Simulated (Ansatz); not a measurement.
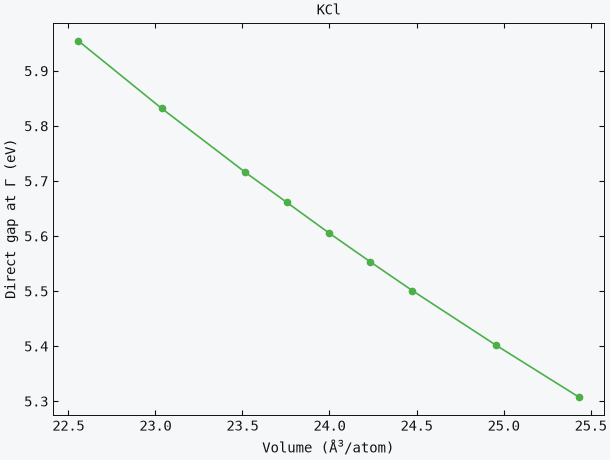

Direct gap at Γ.

System: CsCl-type KCl, space group Pm-3m (No. 221), 2 atoms in the cell. The cell is scaled uniformly. Method: PBEsol, Ansatz PAW set, no spin polarisation, no spin-orbit coupling, 7×7×7 k mesh, 420 eV cutoff, Fermi-Dirac smearing of 0.01 eV (Ansatz).

Question: How does this gap move from 22.56 Å³/atom to 25.43 Å³/atom?

Answer: Γ falls by 0.65 eV.

Question: What is the deformation potential dE/d ln V?

Answer: A straight line against ln V has a slope of −5.4 eV at Γ.

The values:
| volume | Γ (eV) | pressure (GPa) |
| --- | --- | --- |
| 22.56 Å³/atom | 5.96 | 4.6 |
| 23.04 Å³/atom | 5.83 | 3.7 |
| 23.52 Å³/atom | 5.72 | 3.0 |
| 23.76 Å³/atom | 5.66 | 2.6 |
| 24.00 Å³/atom | 5.61 | 2.3 |
| 24.24 Å³/atom | 5.55 | 2.0 |
| 24.48 Å³/atom | 5.50 | 1.7 |
| 24.96 Å³/atom | 5.40 | 1.1 |
| 25.43 Å³/atom | 5.31 | 0.6 |

The smallest gap over all k points computed is 5.75, 5.63, 5.51, 5.46, 5.40, 5.35, 5.30, 5.20 and 5.11 eV in turn; it lies up to 0.21 eV under the lowest value plotted. The PAW data sets were made with another functional. LDA, GGA and most meta-GGA functionals understate gaps. The usual form of KCl is rocksalt. A mesh with an odd division misses points of the zone boundary, where a smaller gap can lie.
